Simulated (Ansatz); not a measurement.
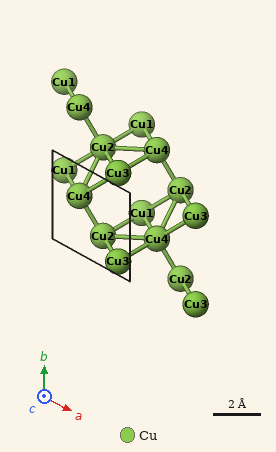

Crystalline Cu (built on the alpha-gallium_64 type) (coarse preliminary run), before the relaxation. The picture is a ball-and-stick view of the cell of the calculation, repeated 2 × 2 × 1 with one cell outlined, seen along the c axis.

Case: alpha-gallium type (Cmce, No. 64).

The calculation used Ansatz 0.2.0, DFT PBEsol, scalar-relativistic, plane waves, PAW.

Input
```yaml
crystal:
  lattice:
    - [1.9225321094, -3.2583353959, 0.0]
    - [1.9225321094, 3.2583353959, 0.0]
    - [0.0, 0.0, 3.8501788098]
  atoms:
    - { symbol: Cu, position: [0.1525, 0.8475, 0.0785] }
    - { symbol: Cu, position: [0.6525, 0.3475, 0.4215] }
    - { symbol: Cu, position: [0.8475, 0.1525, 0.9215] }
    - { symbol: Cu, position: [0.3475, 0.6525, 0.5785] }
basis:
  ecutwfc: 420
kpoints:
  mp_grid: { grid: [6, 6, 4] }
hamiltonian:
  xc: pbesol
scf:
  occupations: { method: gaussian, width: 0.1 }
  lower_state_search: "off"
output:
  forces: true
  stress: true
  eigenvalues: true
relax:
  adjacent_minimum: "off"
  f_tol: 0.04
  max_steps: 70
  cell: { stress_tol: 0.4 }
```

> What does the optimiser find from here?

The energy falls by 501 meV per atom in 19 accepted moves (24 points after the start). Largest force component: 1.4 eV/Å at the start, 0.0018 eV/Å at the end. Pressure: 22.92 GPa at the start and 0.04 GPa at the end. The line search rejected the trial steps at points 16, 22 of the run. The SCF was repeated 3 times at an unchanged geometry on a basis and grid sized afresh for the cell, which shifted the energy by 51.8 meV per atom at most. The largest moves relative to the cell, 0.27 Å, are those of Cu1, Cu2, Cu3 and Cu4. Cu4 goes roughly along [1 −1 −3]. The volume changes by −1.3 %, with a = b 3.783 → 4.964 Å (+31.2 %), c 3.850 → 2.501 Å (−35.1 %), γ 118.9° → 129.4°. Near-neighbour distances that change, for instance: Cu1–Cu1 3.850 → 2.501 Å, Cu1–Cu2 3.177 → 2.462 Å, Cu1–Cu3 2.383 → 2.997 Å, Cu1–Cu3 (another image) 2.077 → 2.372 Å. New bonds form: Cu1–Cu2 (3.18 → 2.46 Å), Cu3–Cu4 (3.18 → 2.46 Å). Among the angles between lasting bonds that change: Cu4–Cu1–Cu4 113.1° → 61.1°, Cu3–Cu1–Cu4 106.5° → 149.4°, Cu2–Cu1–Cu4 61.8° → 75.0°. The space group (tolerance 0.01 Å) goes from Cmce (No. 64) to Fmmm (No. 69).

The structure at the end:

```
CELL_PARAMETERS angstrom
2.12177 -4.48818 0.00000
2.12177 4.48818 0.00000
0.00000 0.00000 2.50068
ATOMIC_POSITIONS crystal
Cu 0.13211 0.86789 0.99986
Cu 0.63211 0.36789 0.50014
Cu 0.86789 0.13211 0.00014
Cu 0.36789 0.63211 0.49986
```

The end point in the same view:

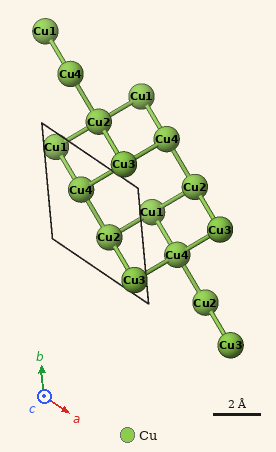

Limits of the set-up: the k-point mesh is coarse for a cell with partly filled bands.
